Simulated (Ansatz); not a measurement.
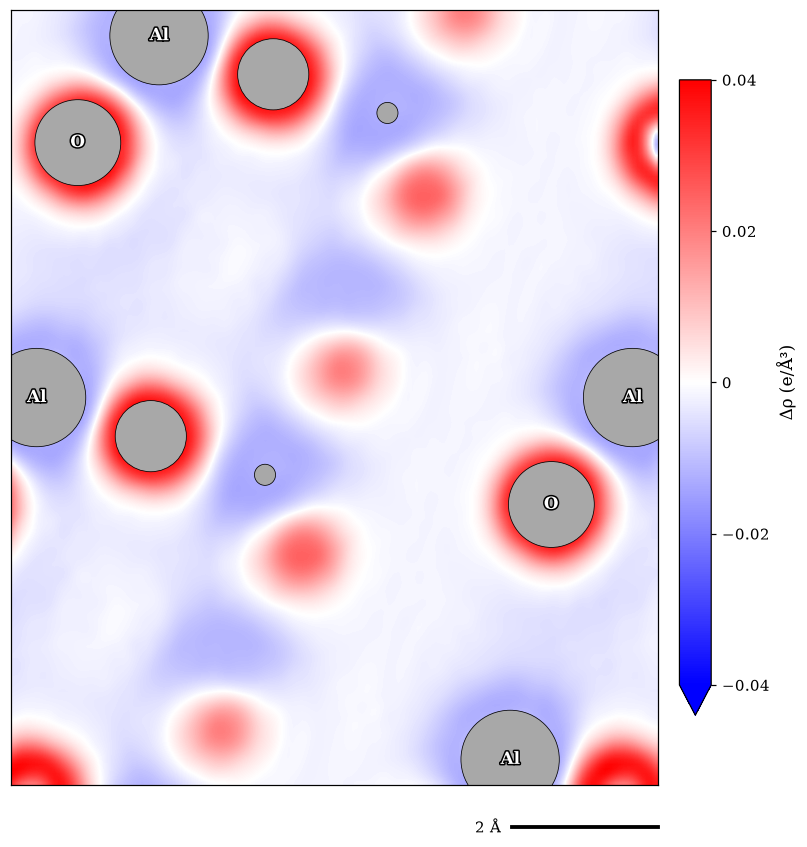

Al2O3. Difference of the valence pseudo-densities of two functionals at the same geometry, on the (111) plane of the calculation cell: r2SCAN less LDA.

Both computed with Ansatz (plane waves, PAW), on the same k-point mesh. Grey discs cover the atomic cores.

```yaml
crystal:
  lattice:
    - [3.01748, 0.00000, 0.00000]
    - [-1.50874, 2.61322, 0.00000]
    - [0.00000, 0.00000, 7.57464]
  atoms:
    - { symbol: Al, position: [0.00000, 0.00000, 0.72205] }
    - { symbol: Al, position: [0.00000, 0.00000, 0.27795] }
    - { symbol: O, position: [0.00000, 0.00000, 0.50000] }
    - { symbol: O, position: [0.66667, 0.33333, 0.80055] }
    - { symbol: O, position: [0.33333, 0.66667, 0.19945] }
```

Q: Where does the change of functional move the electrons?

A: Against LDA, r2SCAN gives less density around Al (−0.007 e/Å³ on average at 1.0 Å from the nucleus), more density around O (+0.023 e/Å³ on average at 0.7 Å from the nucleus) and less density in the space between the atoms (−0.002 e/Å³ on average).
